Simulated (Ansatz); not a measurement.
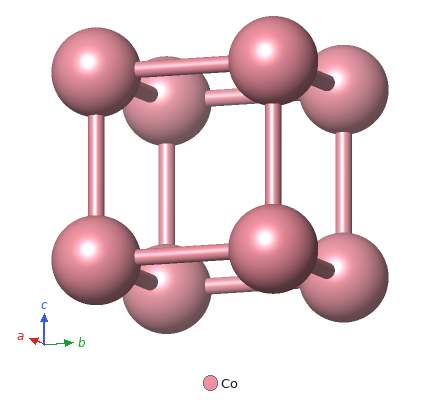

Co (Pm-3m, No. 221): the input geometry of a calculation; the starting structure was generated, so it need not be a known form of this composition.

```
CELL_PARAMETERS angstrom
2.31716 0.00000 0.00000
0.00000 2.31716 0.00000
0.00000 0.00000 2.31716
ATOMIC_POSITIONS crystal
Co 0.00000 0.00000 0.00000
```

Q: What will a map of the projected electrostatic potential along [001] show? Computed as the sum of neutral-atom potentials (tabulated electron scattering factors, B = 0.5 Å²) projected along the beam and smoothed by 0.25 Å; brighter is more positive.

A: The columns repeat on a square net with a repeat of 2.32 Å (plane group p4mm). All columns are alike (Co). The shortest distance between visible columns is 2.32 Å in projection. Along the beam the structure repeats every 2.32 Å.

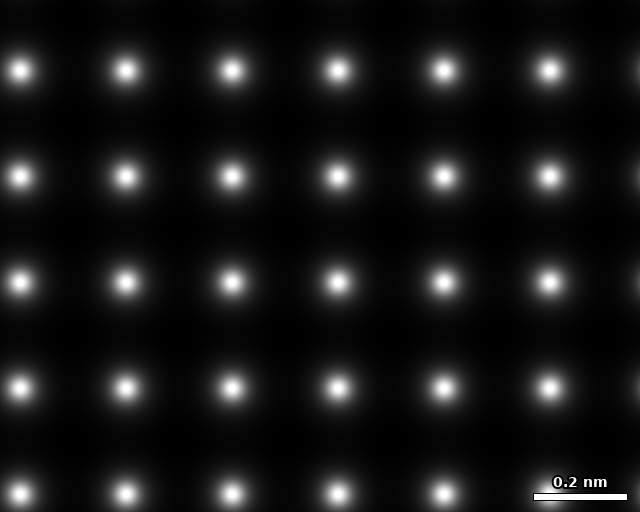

The simulated image.

Q: What mean inner potential do neutral atoms give for this crystal?

A: About 26 V (the sum of the forward scattering factors over the cell volume; bonding usually lowers the true value).
